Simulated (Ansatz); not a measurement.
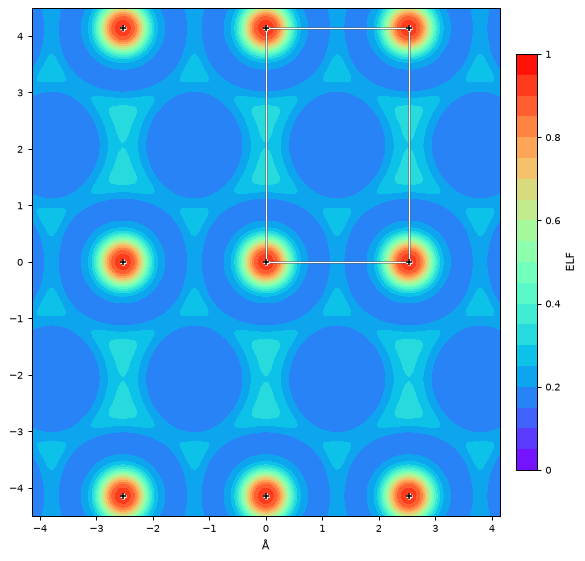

The electron localisation function on a plane through atoms (crosses mark nuclei in the plane).

All numbers below come from Ansatz 0.2.0, DFT, r2SCAN, plane waves (500 eV) with PAW, fully relativistic with spin-orbit coupling.

Candidates:
A. Cu, a = 2.53 Å, b = 2.53 Å, c = 4.14 Å, α = 90.00°, β = 90.00°, γ = 120.00°. Space group P6₃/mmc; set up as Cu, hcp; a generated structure, not necessarily the stable one.
B. Ni, a = 5.01 Å, b = 5.01 Å, c = 5.01 Å, α = 90.00°, β = 90.00°, γ = 90.00°. Space group Fd-3m; set up as Ni, diamond; a generated structure, not necessarily the stable one.

Question: Which system is this?

Answer: Candidate A: Cu on the (100) plane of the conventional cell, which holds Cu. Cu–Cu (2.53 Å): the ELF is about 0.20 at the midpoint; no localised pair shows between them.
